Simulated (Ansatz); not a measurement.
**Single-point calculation, with input and output: HfO₂**

- system: HfO₂ (Pca2₁, 12 atoms in the cell)
- method: DFT PBE, scalar-relativistic, plane waves, PAW, no spin polarisation (Ansatz 0.2.0)

The structure derives from a Materials Project entry. Figures and captions count atoms from 1; the log counts them from 0 in places.

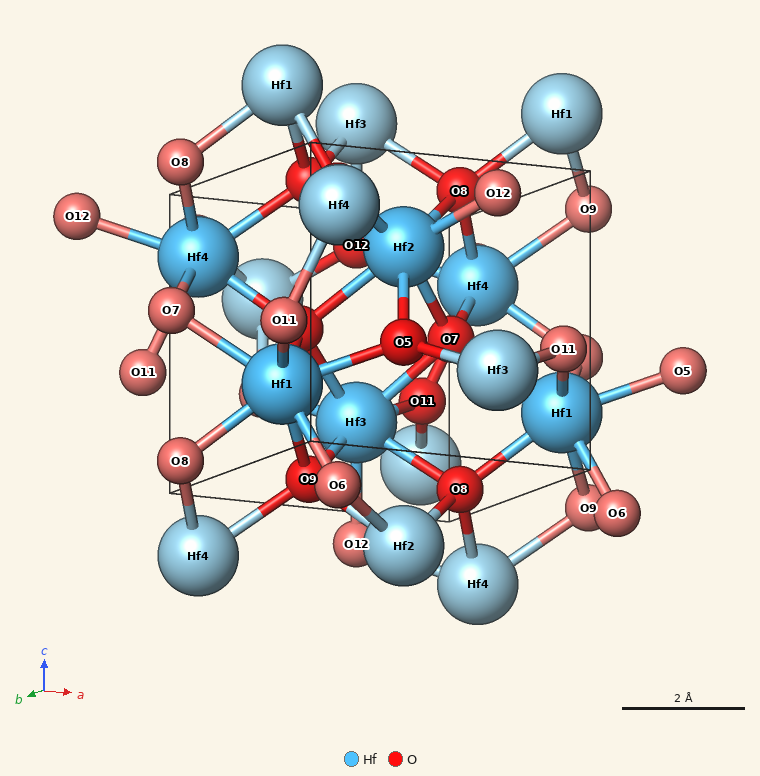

*The structure (ball-and-stick view of the cell of the calculation, seen at an oblique angle; neighbours outside the cell are drawn fainter; atoms are numbered from 1 in the order of the input). An atom can appear more than once, as a periodic image.*

Near neighbours in the periodic cell (some may lie outside the picture): Hf has 7 O at 2.02 to 2.23 Å; O has 3 Hf at 2.02 to 2.13 Å; O has 4 Hf at 2.11 to 2.23 Å.

Results in brief:

| quantity | value |
| --- | --- |
| outcome | converged |
| space group (tolerance 0.01 Å) | Pca2₁ (29) |
| electrons treated | 152 |
| free energy | −67446.2450 eV |
| Fermi energy | 17.492 eV |
| gap on the k-point mesh | 4.51 eV |
| pressure | 9.76 GPa |
| largest force (length of the vector) | 0.116 eV/Å |
| hardware | 4 threads of Intel Xeon (Granite Rapids), 32 GiB of memory available, shared host |
| wall time | 3.5 s (CPU time 13 s) |
| peak memory | 0.71 GiB |

Spin–orbit coupling is left out, which matters for Hf. The cell is under a pressure of 9.8 GPa at this level, so it is not at its equilibrium volume.

Input:
```yaml
crystal:
  lattice:
    - [5.21946336, 0.0, 0.0]
    - [0.0, 5.00476369, 0.0]
    - [0.0, 0.0, 5.03268505]
  atoms:
    - { symbol: Hf, position: [0.033006, 0.26747918, 0.24144035] }
    - { symbol: Hf, position: [0.466994, 0.26747918, 0.74144035] }
    - { symbol: Hf, position: [0.533006, 0.73252082, 0.24144035] }
    - { symbol: Hf, position: [0.966994, 0.73252082, 0.74144035] }
    - { symbol: O, position: [0.36787255, 0.0713546, 0.37926726] }
    - { symbol: O, position: [0.13212745, 0.0713546, 0.87926726] }
    - { symbol: O, position: [0.73394852, 0.46011695, 0.49229239] }
    - { symbol: O, position: [0.76605148, 0.46011695, 0.99229239] }
    - { symbol: O, position: [0.26605148, 0.53988305, 0.99229239] }
    - { symbol: O, position: [0.23394852, 0.53988305, 0.49229239] }
    - { symbol: O, position: [0.86787255, 0.9286454, 0.37926726] }
    - { symbol: O, position: [0.63212745, 0.9286454, 0.87926726] }
basis:
  ecutwfc: 420
kpoints:
  mp_grid: { grid: [4, 4, 4] }
hamiltonian:
  xc: pbe
scf:
  occupations: { method: gaussian, width: 0.1 }
output:
  forces: true
  stress: true
  eigenvalues: true
```

Command:
```bash
ansatz run input.yaml --threads 4 --pin off --max-ram 10240MiB --backend cpu --events-out ev --progress --plain --runs-dir out
```

The program's output:
```
Engine: ansatz 0.2.0, x86_64-unknown-linux-gnu
Pseudopotentials: kind: paw
Pseudopotential: Hf, paw, valence charge 26, recommended cutoff 420 eV (normal), Hf.paw.azcp
Pseudopotential: O, paw, valence charge 6, recommended cutoff 420 eV (normal), O.paw.azcp
Functional definition: PBE
  parameter kappa = 0.804
  parameter beta = 0.06672455060314922
  exchange = pbe_x(kappa = kappa, mu = beta*pi^2/3)
  correlation = pbe_c(beta = beta)
Crystal: 12 atoms, lattice volume = 131.465 Å³
Basis set: ecut = 420 eV, 2577 PW (Γ), exchange–correlation on 72×72×72 points (8 copies of the dense FFT grid, shifted against one another)
Bands: 92, of which v1, the nominal top of the filled ones, is band 76 counted from 1 (75 counted from 0)
Symmetry: 4 space group operations
Space group: Pca21 (ITA 29), of the structure as read, at distance tolerance 5.1e-5 Å
k-points: 27 of 64 (time reversal used)
Non-local potential: Hf, projectors of the file, l = 0: 3, l = 1: 2, l = 2: 2, l = 3: 3
Non-local potential: O, projectors of the file, l = 0: 2, l = 1: 2, l = 2: 1
PAW form: soft (Blöchl's): semilocal exchange-correlation on the pseudo side does not see the compensation charge
PAW one-centre angular grid: Hf, 590 points (default); XC on 64 Gauss nodes
PAW one-centre angular grid: O, 110 points (default); XC on 64 Gauss nodes
Initial density: superposition of atomic densities (neutral atoms: chi_scale 0, normalization atom), corrected by the library's trained network
Initial wavefunctions: pseudopotential atomic-orbital guess
Functional: x = pbe(κ = 0.804, μ = 0.2195149727645171), c = pbe(β = 0.06672455060314922)
SCF iter   1: F=—  HF=-67446.244031 eV  |F-HF|=—  |Δ(HF+E_count)|=         —  Δρ=3.55e-3  dr2=1.17e-2  ethr=1.77e-3  ⟨swp⟩=5.1  Hψ=7857  notcnv=0  defer=7
preconditioner: auto → Resta (q_TF=auto, 2.795 Å⁻¹)  ε∞=5.5  [insulator: Δε(μ)=4.545 eV  Ē_g=18.272 eV  σ=0.100 eV  W_gap=1.00  n_scr=52 (ndim 8)  ℏωp=38.9 eV  f_vac=0.038  D(μ)=0.00/eV (n_scr^D=0)  ε∞_Penn≈5.5]
SCF iter   2: F=—  HF=-67446.243910 eV  |F-HF|=—  |Δ(HF+E_count)|=   1.20e-4  Δρ=1.69e-3  dr2=1.50e-3  ethr=7.67e-6  ⟨swp⟩=2.0  Hψ=4498  notcnv=0  defer=7
SCF iter   3: F=—  HF=-67446.244476 eV  |F-HF|=—  |Δ(HF+E_count)|=   5.65e-4  Δρ=7.85e-4  dr2=4.71e-4  ethr=9.85e-7  ⟨swp⟩=2.1  Hψ=3042  notcnv=0
automatic band count: iteration 3 solves 88 bands in place of 92: the levels show a gap, and the empty bands left out lie too high to hold charge; the band table lists the bands solved (type scf.n_extra_bands for more)
SCF iter   4: F=—  HF=-67446.244725 eV  |F-HF|=—  |Δ(HF+E_count)|=   2.50e-4  Δρ=1.34e-4  dr2=2.69e-5  ethr=3.10e-7  ⟨swp⟩=2.0  Hψ=3858  notcnv=0
SCF iter   5: F=—  HF=-67446.244989 eV  |F-HF|=—  |Δ(HF+E_count)|=   2.64e-4  Δρ=8.40e-5  dr2=7.44e-6  ethr=1.77e-8  ⟨swp⟩=2.0  Hψ=4272  notcnv=0
SCF iter   6: F=—  HF=-67446.244987 eV  |F-HF|=—  |Δ(HF+E_count)|=   2.14e-6  Δρ=2.87e-5  dr2=1.11e-6  ethr=4.90e-9  ⟨swp⟩=2.0  Hψ=3769  notcnv=0
SCF iter   7: F=-67446.244988 eV  HF=-67446.244988 eV  |F-HF|=7.54e-9  |Δ(HF+E_count)|=   4.69e-7  Δρ=7.09e-6  dr2=7.15e-8  ethr=6.58e-11  ⟨swp⟩=7.3  Hψ=11349  notcnv=0
SCF 1 converged in 7 iterations: F = -67446.244988 eV  dr2 = 7.15e-8
  greatest PAW one-centre occupation: 0.999 electrons in one spin orbital (limit 2), on the Hf atom at site 3 (counted from 0), in its partial waves of l = 0
```

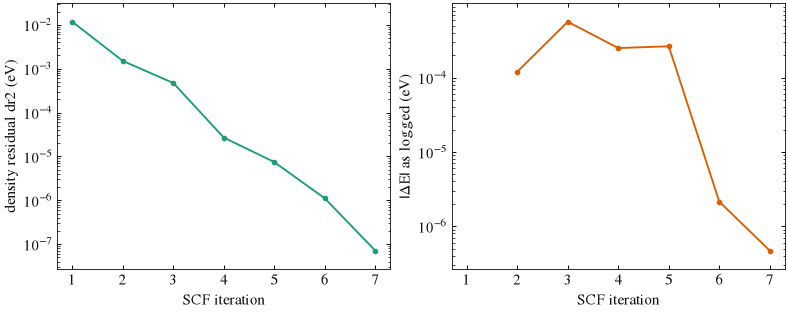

*Convergence of the self-consistent field: density residual dr2 and size of the energy change against the SCF iteration.*

The residual falls at every step.

```
SCF converged after 7 iterations
Free energy (F): -67446.244988 eV
Harris-Foulkes:  -67446.244988 eV  (|F-HF|=7.54e-9)
Internal energy: -67446.244988 eV  (E = F + TS)
E sigma→0 (E₀):  -67446.244988 eV
Fermi energy:    17.491627 eV
--- Per-component energies (eV) ---
  E_band       = 178.542741
  E_kinetic    = 3097.853882
  E_local      = -23356.255872  (includes V_loc(G=0)·N_el)
  E_nonlocal   = -4586.456937
  E_hartree    = 10717.970666
  E_xc         = -1793.915008
  E_vxc        = -1822.953822  (∫ρ·V_xc dr)
  E_paw        = -28975.867333  (= ΣΔE_a)
  E_vpaw       = 5410.395530  (= ΣTr[D̂ρ^β])
  E_aug_tail   = 0.019850  (compensation charges beyond the density's cutoff)
  E_ewald      = -22549.594236
  E_smearing   = -0.000000  (= −TS)
  E_closure    = 0.000000  (closes the sum)
  Σ components = -67446.244988   (vs F -67446.244988, Δ=0.00e0)
--- Forces (eV/Å), atoms counted from 1 ---
  atom   1  Hf    -0.05241107     0.02681889     0.08950352
  atom   2  Hf     0.05241107     0.02681889     0.08950352
  atom   3  Hf    -0.05241107    -0.02681889     0.08950352
  atom   4  Hf     0.05241107    -0.02681889     0.08950352
  atom   5  O      0.02976759     0.03399661    -0.01112877
  atom   6  O     -0.02976759     0.03399661    -0.01112877
  atom   7  O      0.03430189    -0.07908874    -0.07835619
  atom   8  O     -0.03430189    -0.07908874    -0.07835619
  atom   9  O     -0.03430189     0.07908874    -0.07835619
  atom  10  O      0.03430189     0.07908874    -0.07835619
  atom  11  O      0.02976759    -0.03399661    -0.01112877
  atom  12  O     -0.02976759    -0.03399661    -0.01112877
  max |Σ_I F_I| component: 7.42e-5 eV/Å
--- Stress (GPa, compression-positive) ---
        9.832357       0.000000       0.000000
        0.000000       9.929956       0.000000
        0.000000       0.000000       9.509220
  P = ⅓ Tr σ = 9.7572 GPa (97.572 kbar)
--- Band table (eV; the first three rows and the last of 27) ---
  k-point 0: bands = ["-45.0700", "-45.0488", "-45.0486", "-45.0466", "-14.1884", "-14.1642", "-14.1592", "-13.8827", "-13.8382", "-13.8203", "-13.8054", "-13.7943", "-13.7866", "-13.6779", "-13.6649", "-13.6638", "-3.0365", "-1.6217", "-1.4116", "-1.4069", "-0.8781", "-0.7826", "-0.7394", "-0.6399", "5.0585", "5.0640", "5.0681", "5.0704", "5.0734", "5.0749", "5.0775", "5.0782", "5.0795", "5.0834", "5.0849", "5.0878", "5.0914", "5.0927", "5.0971", "5.0972", "5.1011", "5.1015", "5.1040", "5.1092", "5.1163", "5.1184", "5.1193", "5.1232", "5.1406", "5.1556", "5.1578", "5.2323", "9.6232", "9.7242", "9.8535", "10.5192", "10.6813", "10.7406", "12.0724", "12.1486", "12.1550", "12.1790", "12.6838", "12.9413", "13.1295", "13.2581", "13.3735", "13.5904", "13.7873", "13.9798", "14.1140", "14.2961", "14.5595", "15.0744", "15.1896", "15.2397", "20.2376", "20.4950", "20.6013", "21.0321", "21.1448", "21.2767", "21.2795", "21.4289", "21.6835", "22.1259", "22.7095", "22.7372"]
  k-point 1: bands = ["-45.0666", "-45.0501", "-45.0488", "-45.0486", "-14.1294", "-14.1277", "-14.1171", "-13.9424", "-13.8528", "-13.8262", "-13.8214", "-13.8028", "-13.7555", "-13.7181", "-13.6950", "-13.6810", "-2.7684", "-1.5833", "-1.5139", "-1.4362", "-0.9953", "-0.7741", "-0.7404", "-0.7182", "5.0556", "5.0622", "5.0674", "5.0688", "5.0698", "5.0753", "5.0768", "5.0798", "5.0824", "5.0840", "5.0865", "5.0873", "5.0901", "5.0925", "5.0963", "5.0967", "5.1023", "5.1058", "5.1093", "5.1102", "5.1167", "5.1173", "5.1199", "5.1204", "5.1389", "5.1545", "5.1590", "5.2140", "9.7595", "9.9276", "10.2486", "10.5950", "10.8583", "11.2404", "11.5862", "11.7030", "11.9592", "12.3129", "12.3479", "13.0045", "13.0229", "13.0973", "13.3112", "13.6487", "13.7821", "13.8901", "14.1685", "14.2339", "14.4539", "14.9973", "15.0872", "15.1009", "20.0503", "20.4329", "20.4948", "20.9095", "21.1902", "21.3192", "21.3900", "21.4877", "22.2902", "22.4665", "22.7889", "22.8430"]
  k-point 2: bands = ["-45.0583", "-45.0583", "-45.0487", "-45.0487", "-14.0481", "-14.0481", "-14.0275", "-14.0275", "-13.9146", "-13.9146", "-13.8092", "-13.8092", "-13.7301", "-13.7301", "-13.7168", "-13.7168", "-2.1139", "-2.1139", "-1.5025", "-1.5025", "-0.9005", "-0.9005", "-0.7539", "-0.7539", "5.0556", "5.0556", "5.0683", "5.0683", "5.0694", "5.0694", "5.0757", "5.0757", "5.0868", "5.0868", "5.0898", "5.0898", "5.0957", "5.0957", "5.0962", "5.0962", "5.1032", "5.1032", "5.1073", "5.1073", "5.1137", "5.1137", "5.1262", "5.1262", "5.1464", "5.1464", "5.1763", "5.1763", "10.0710", "10.0710", "10.9001", "10.9001", "11.1354", "11.1354", "11.5397", "11.5397", "11.6881", "11.6881", "12.7005", "12.7005", "12.7618", "12.7618", "13.3524", "13.3524", "13.5859", "13.5859", "14.3155", "14.3155", "14.9054", "14.9054", "14.9847", "14.9847", "19.9501", "19.9501", "20.6066", "20.6066", "21.4181", "21.4181", "21.5128", "21.5128", "22.8113", "22.8113", "22.8119", "22.8119"]
  k-point 26: bands = ["-45.0535", "-45.0535", "-45.0535", "-45.0535", "-14.1635", "-14.1635", "-14.1635", "-14.1635", "-13.7430", "-13.7430", "-13.7430", "-13.7430", "-13.7122", "-13.7122", "-13.7122", "-13.7122", "-1.9037", "-1.9037", "-1.9037", "-1.9037", "-0.7406", "-0.7406", "-0.7406", "-0.7406", "5.0627", "5.0627", "5.0627", "5.0627", "5.0769", "5.0769", "5.0769", "5.0769", "5.0864", "5.0864", "5.0864", "5.0864", "5.0949", "5.0949", "5.0949", "5.0949", "5.1074", "5.1074", "5.1074", "5.1074", "5.1209", "5.1209", "5.1209", "5.1209", "5.1471", "5.1471", "5.1471", "5.1471", "10.8637", "10.8637", "10.8637", "10.8637", "11.3088", "11.3088", "11.3088", "11.3088", "12.3242", "12.3242", "12.3242", "12.3242", "13.1078", "13.1078", "13.1078", "13.1078", "13.7638", "13.7638", "13.7638", "13.7638", "14.4160", "14.4160", "14.4160", "14.4160", "19.9779", "19.9779", "19.9779", "19.9779", "21.2395", "21.2395", "21.2395", "21.2395", "22.3587", "22.3587", "22.3587", "22.3587"]
```

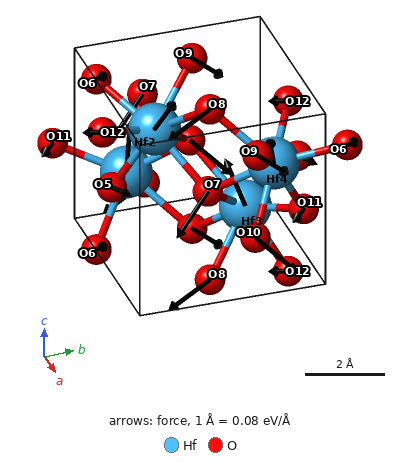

*Forces on the atoms as black arrows (ball-and-stick view of the cell of the calculation, seen at an oblique angle; bonded neighbours outside the cell are drawn too; atoms are numbered from 1 in the order of the input).*

The largest act on O7, O8, O9, O10 (0.12 eV/Å); all 4 Hf atoms (0.11 eV/Å); O5, O6, O11, O12 (0.05 eV/Å). The geometry is not a stationary point of this energy.
